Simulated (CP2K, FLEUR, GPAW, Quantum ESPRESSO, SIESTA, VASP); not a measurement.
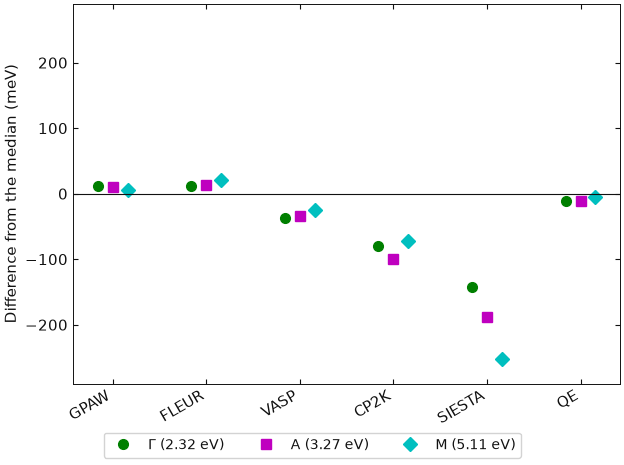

Direct gap at each named k point, for Al₂O₃, space group P-3m1 (No. 164), 5 atoms in the cell; a = 3.017 Å, c = 7.575 Å (hexagonal axes). Six programs ran PBE (no spin polarisation, no spin-orbit coupling) on the same cell and 10×10×4 k mesh. The plot shows each result less the median of the plane-wave and all-electron runs, which the legend gives.

Question: What spread should one expect between these programs?

Answer: The plane-wave and all-electron programs (FLEUR, Quantum ESPRESSO, VASP and GPAW) agree within 48 meV at these points. CP2K departs by up to −99 meV (at A) and SIESTA departs by up to −252 meV (at M).

| program | kind | valence electrons | Γ (eV) | A (eV) | M (eV) |
| --- | --- | --- | --- | --- | --- |
| GPAW | plane waves | 24 | 2.334 | 3.281 | 5.111 |
| FLEUR | all-electron | – | 2.334 | 3.283 | 5.127 |
| VASP | plane waves | 24 | 2.286 | 3.237 | 5.081 |
| CP2K | local basis | 24 | 2.243 | 3.171 | 5.034 |
| SIESTA | local basis | 24 | 2.180 | 3.083 | 4.854 |
| Quantum ESPRESSO | plane waves | 24 | 2.311 | 3.260 | 5.101 |

Settings. GPAW PAW data sets (gpaw-data 1.2.1), 800 eV cutoff, Fermi-Dirac smearing of 0.05 eV (GPAW). all-electron, Fermi-Dirac smearing of 0.05 eV (FLEUR MaX-R8.1 (later development tree)). VASP PAW PBE potentials, release 64 (Al, O), 520 eV cutoff, Fermi-Dirac smearing of 0.05 eV (VASP). POTENTIAL_UZH Al GTH-PBE-q3, O GTH-PBE-q6; TZVP-MOLOPT-PBE-GTH basis, Fermi-Dirac smearing of 0.05 eV (CP2K). PseudoDojo 0.4 standard (PBE files), DZP (energy shift 0.003 Ry) basis, Fermi-Dirac smearing of 0.05 eV (SIESTA 5.4.2). SSSP 1.3 efficiency PBE, 748 eV cutoff, Fermi-Dirac smearing of 0.05 eV (Quantum ESPRESSO 7.5).

LDA, GGA and most meta-GGA functionals understate gaps. The usual form of Al2O3 is corundum. CP2K and SIESTA: the basis of atomic orbitals isn't converged, which shifts gaps and empty levels.
